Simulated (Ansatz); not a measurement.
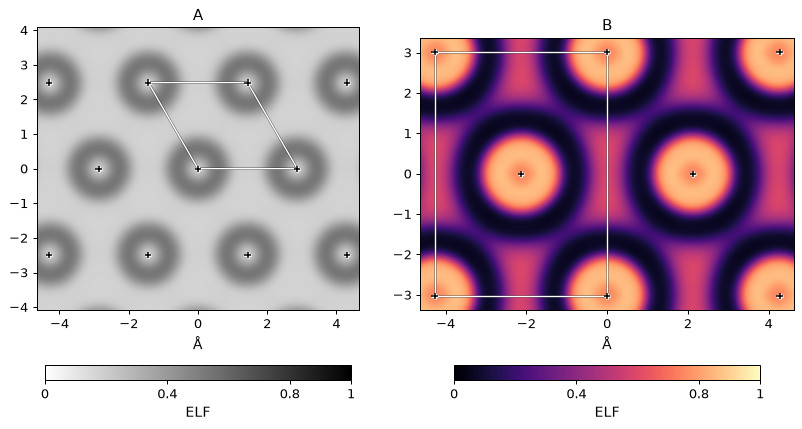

The ELF of 2 systems, each on a plane through atoms (crosses mark nuclei in the plane).

These are results of DFT, BLYP, plane waves (420 eV) with PAW, scalar-relativistic (Ansatz), not measurements.

System 1: Ca, the (110) plane of the conventional cell. Space group Im-3m; set up as Ca, bcc; a generated structure, not necessarily the stable one; changed on purpose from its base cell (volume × 0.92).

```cif
data_structure
_symmetry_space_group_name_H-M 'P 1'
_symmetry_Int_Tables_number 1
_cell_length_a 4.2719
_cell_length_b 4.2719
_cell_length_c 4.2719
_cell_angle_alpha 90.000
_cell_angle_beta 90.000
_cell_angle_gamma 90.000
_cell_volume 77.96
loop_
_atom_site_label
_atom_site_type_symbol
_atom_site_fract_x
_atom_site_fract_y
_atom_site_fract_z
_atom_site_occupancy
Ca1 Ca 0.00000 0.00000 0.00000 1
Ca2 Ca 0.50000 0.50000 0.50000 1
```

System 2: Pd, the (001) plane of the conventional cell. Space group P6₃/mmc; set up as Pd, hcp; a generated structure, not necessarily the stable one; changed on purpose from its base cell (volume × 1.04); computed pressure about −5 GPa in this cell.

```yaml
crystal:
  lattice:
    - [2.87029, 0.00000, 0.00000]
    - [-1.43514, 2.48574, 0.00000]
    - [0.00000, 0.00000, 4.79746]
  atoms:
    - { symbol: Pd, position: [0.33333, 0.66667, 0.25000] }
    - { symbol: Pd, position: [0.66667, 0.33333, 0.75000] }
```

Question: Which map belongs to which system?

Answer: Panel A is system 2, Pd: the plane holds Pd. Pd–Pd (2.87 Å): the ELF is about 0.20 at the midpoint: no localised pair shows between them. Panel B is system 1, Ca: the plane holds Ca. Ca–Ca (3.70 Å): the ELF is about 0.20 at the midpoint: no localised pair shows between them.
